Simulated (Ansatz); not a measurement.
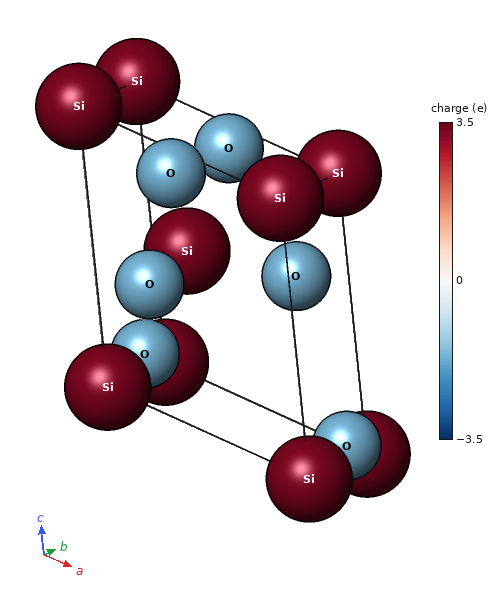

Spheres-only drawing of the structure, looking slightly off an axis. The parallelepiped is the cell (the run's own, in a reduced setting). The atoms of this SiO2 cell are coloured by their Bader charge.

Level of theory and settings: Ansatz, DFT PBE, scalar-relativistic, plane waves, PAW, a 420 eV plane-wave basis, k-points about 0.25 Å⁻¹ apart, Gaussian smearing of 0.02 eV, no spin polarisation.

Which element is the most positive, and which the most negative?

Answer. Most positive: Si; most negative: O. Charges: about Si +3.3 e; O -1.6 e. The transfer is large, as in an ionic solid.

The structure was taken from a structure type filled with these elements by a generator (whether the compound takes this form wasn't checked). Earlier steps of the study may have refined or changed the cell and positions. It went into a calculation with Ansatz.
